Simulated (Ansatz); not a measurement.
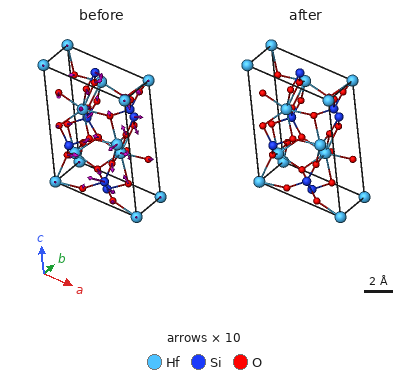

The structure of solid HfSiO4 (set up in P1) before (left) and after (right) a relaxation, at one scale. The purple arrows give the displacements, 10 times their true length.

Style: ball-and-stick. Shown: the cell of the calculation, slightly off an axis.

All numbers below come from DFT PBEsol, scalar-relativistic, plane waves, PAW (Ansatz). Set-up: plane-wave cutoff 420 eV; k-point mesh 2 × 2 × 2; occupations gaussian; smearing width 0.02 eV; no spin polarisation; atoms relaxed in a fixed cell; force threshold 0.03 eV/Å; at most 25 steps.

Question: Describe what moved and what it gained.

Answer: Over 3 accepted moves (4 points after the start) the energy falls by 2.049 eV per cell of the calculation. Largest force component: 5.6 eV/Å at the start, 0.0014 eV/Å at the end. 1 step only repeated the SCF at the same geometry. A Si atom moves most: 0.15 Å roughly along [−1 −1 0]. Largest moves by element: Si 0.15 Å, O 0.11 Å, Hf 0.10 Å. The cell stays as it was. Among the contacts that change: Hf–Hf 3.498 → 3.613 Å, O–Si 1.737 → 1.630 Å, O–Si 1.524 → 1.630 Å, Hf–O 2.014 → 2.114 Å. Bond angles that change, for instance: O–Si–O 126.7° → 116.3°, O–Si–O 107.5° → 116.3°, Hf–O–Si 156.4° → 149.4°. The space group (tolerance 0.01 Å) goes from P1 (No. 1) to I4_1/amd (No. 141). The run took 39 s on 8 threads of Arm Neoverse V1 (shared host), peak memory 2.7 GiB.
